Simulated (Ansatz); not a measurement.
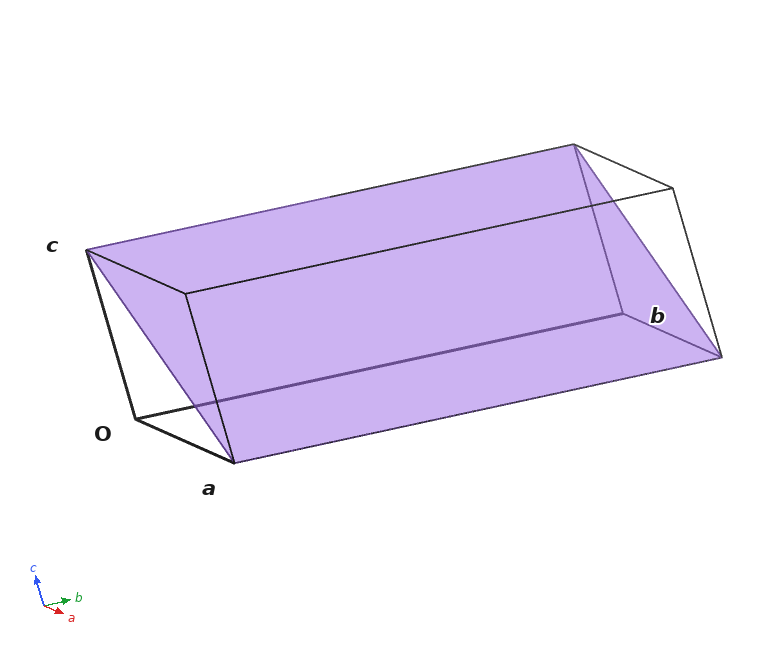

For Cu, the end point of a relaxation with DFT PBE, scalar-relativistic, plane waves, PAW (Ansatz); the starting structure was generated, so it need not be a known form of this composition: every member of one family of equally spaced planes, hx + ky + lz = a whole number, that cuts the unit cell is shaded (one member passes through the origin O, touching the cell only at an edge or corner). The drawing is computed from the coordinates (standard cell, symmetry found to 0.002 Å).

a = 2.504 Å, b = 8.610 Å, c = 2.568 Å, α = 90.00°, β = 118.95°, γ = 90.00°.

> Which (hkl) family is drawn?

(1 0 1); the opposite sign names the same planes. The member next to the origin meets the axes a at 1, b never, c at 1.

> What is the spacing?

d = 1.288 Å.
